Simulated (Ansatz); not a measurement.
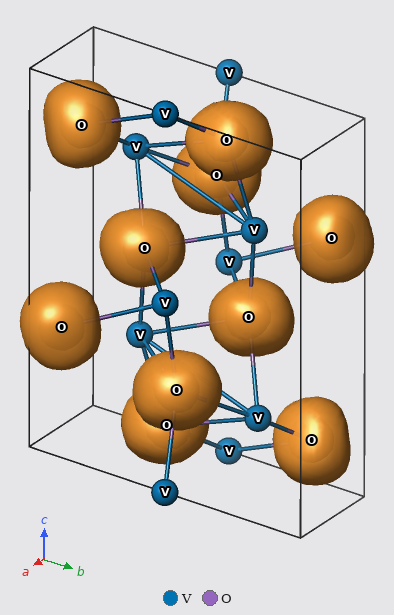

V$_{3}$O$_{5}$. Isosurface of the electron localisation function at 0.75 (orange), seen slightly off an axis. Only the valence region is drawn (cores and ρ < 0.01 e/Å³ removed). Sticks mark near contacts.

Space group P-1; a structure from a database of computed crystals, not necessarily the ambient phase; the SCF solution may not be the lowest one; the program warned that another magnetic order may lie lower; spin-polarised.

Method: DFT PBEsol, scalar-relativistic, plane waves, PAW in Ansatz 0.2.0.

Core electrons are frozen (PAW), and the valence fields are smoothed inside the atomic spheres.

Input

```
crystal:
  lattice:
    - [4.8530112051, 0.0161571873, 0.0191166243]
    - [-2.3658572745, 4.9468429335, -0.0540560143]
    - [-0.0505015644, -2.6509555439, 6.5389072803]
  atoms:
    - { symbol: V, position: [0.6195424535, 0.753904758, 0.2158337715], spin: 1.03 }
    - { symbol: V, position: [0.6284518759, 0.7415295422, 0.7101196048], spin: 1.13 }
    - { symbol: V, position: [0.3804575465, 0.246095242, 0.7841662285], spin: 1.03 }
    - { symbol: V, position: [0.3715481241, 0.2584704578, 0.2898803952], spin: 1.13 }
    - { symbol: V, position: [0.0, 0.5, 0.5], spin: -0.99 }
    - { symbol: V, position: [0.0, 0.5, 0.0], spin: 1.27 }
    - { symbol: O, position: [0.1852896151, 0.5002510341, 0.7500976257] }
    - { symbol: O, position: [0.8147103849, 0.4997489659, 0.2499023743] }
    - { symbol: O, position: [0.0421541654, 0.8909201562, 0.6618742817] }
    - { symbol: O, position: [0.344793465, 0.8877488194, 0.1598223309] }
    - { symbol: O, position: [0.9578458346, 0.1090798438, 0.3381257183] }
    - { symbol: O, position: [0.655206535, 0.1122511806, 0.8401776691] }
    - { symbol: O, position: [0.7403853111, 0.6666641971, 0.9443527678] }
    - { symbol: O, position: [0.4308683872, 0.6750832781, 0.4431366257] }
    - { symbol: O, position: [0.2596146889, 0.3333358029, 0.0556472322] }
    - { symbol: O, position: [0.5691316128, 0.3249167219, 0.5568633743] }
basis:
  ecutwfc: 420
kpoints:
  mp_grid: { grid: [8, 8, 6] }
hamiltonian:
  xc: pbesol
scf:
  occupations: { method: gaussian, width: 0.1 }
output:
  forces: true
  stress: true
  eigenvalues: true
  populations: true
  write_density: true
  write_potential: true
  elf: true
  volumetric_format: npy
magnetization:
  spin_polarized: true
relax:
  adjacent_minimum: "off"
  f_tol: 0.005
  max_steps: 80
  cell: { stress_tol: 0.05 }
```

Command:

```sh
ansatz run input.yaml --threads 4 --pin off --max-ram 10240MiB --backend cpu --events-out ev --progress --plain --runs-dir out
```

Below, planes, directions and counts refer to the conventional cell (a = 4.85 Å, b = 5.48 Å, c = 7.07 Å, α = 110.17°, β = 90.28°, γ = 115.46°).

The fields are those of the run's last geometry, not of the input's.

Q: Describe the localisation domains.

A: At this value the surface marks out ten regions wrapped around O (the valence shell of each), counted in one cell of 16 atoms. Regions shared between cells count once. Along the contacts the grid gives the following. V–O (1.82 Å): the ELF peaks at about 0.80 in the valence shell of O, 0.5 Å from its nucleus, and is about 0.20 at the midpoint: no shared electron pair shows on this line. V–V (2.69 Å): the ELF is about 0.15 at the midpoint: no localised pair shows between them.
